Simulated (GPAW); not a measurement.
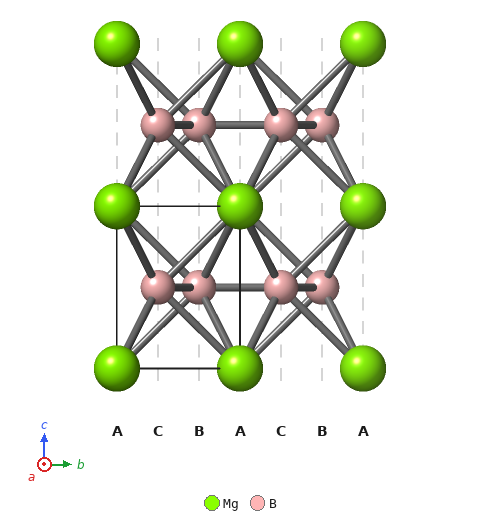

Projection along an edge of the hexagonal mesh, stacking direction c upwards. The dashed lines mark the three columns A (0, 0), B (1/3, 2/3) and C (2/3, 1/3). The sequence starts with the first layer at or above the cell's origin.

MgB2: an entry of the Crystallography Open Database, as set up for an electronic-structure calculation.

Question: Read off the stacking sequence over one period.

Answer: Mg(A) – B(B)+B(C) (two layers in 3.52 Å).
